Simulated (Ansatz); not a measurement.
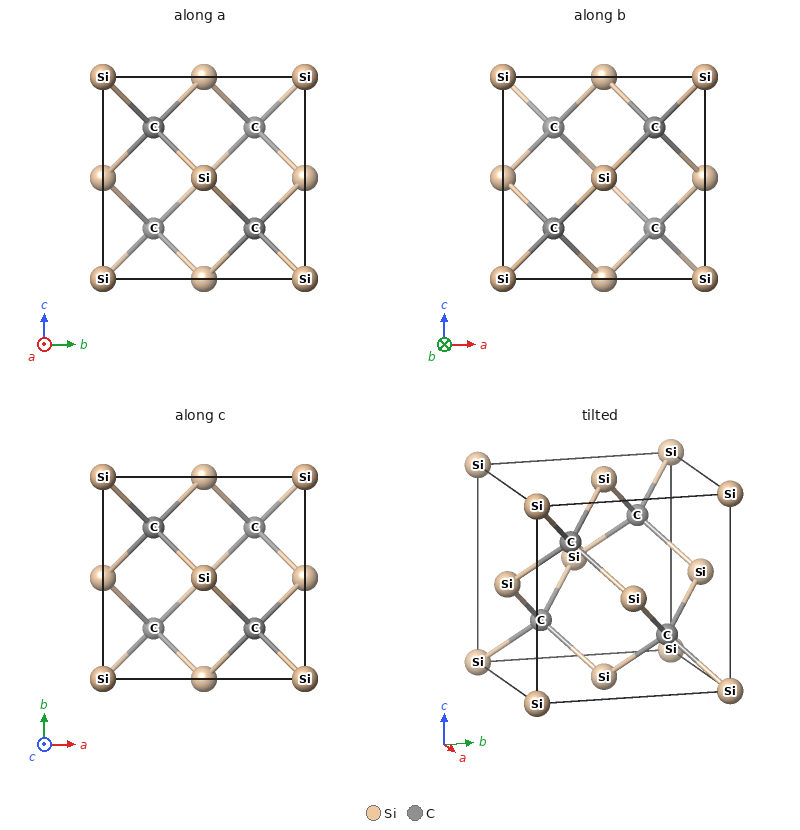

The figure gives a ball-and-stick picture of the atoms, viewed along the a axis, along the b axis, along the c axis and slightly off an axis. Lines trace the edges of the conventional unit cell.

Lattice parameters: a = 4.3797 Å, b = 4.3797 Å, c = 4.3797 Å, α = 90.000°, β = 90.000°, γ = 90.000°.

### Record the structure as a CIF with its space group and independent sites.

```cif
data_structure
_symmetry_space_group_name_H-M 'F -4 3 m'
_symmetry_Int_Tables_number 216
_cell_length_a 4.3797
_cell_length_b 4.3797
_cell_length_c 4.3797
_cell_angle_alpha 90.000
_cell_angle_beta 90.000
_cell_angle_gamma 90.000
_cell_volume 84.01
loop_
_atom_site_label
_atom_site_type_symbol
_atom_site_symmetry_multiplicity
_atom_site_Wyckoff_symbol
_atom_site_fract_x
_atom_site_fract_y
_atom_site_fract_z
_atom_site_occupancy
Si1 Si 4 a 0.0000 0.5000 0.5000 1
C1 C 4 c 0.2500 0.7500 0.7500 1
```

Starting structure: a structure type filled with these elements by a generator (whether the compound takes this form wasn't checked). The structure drawn was relaxed with DFT PBE, scalar-relativistic, plane waves, PAW in Ansatz.
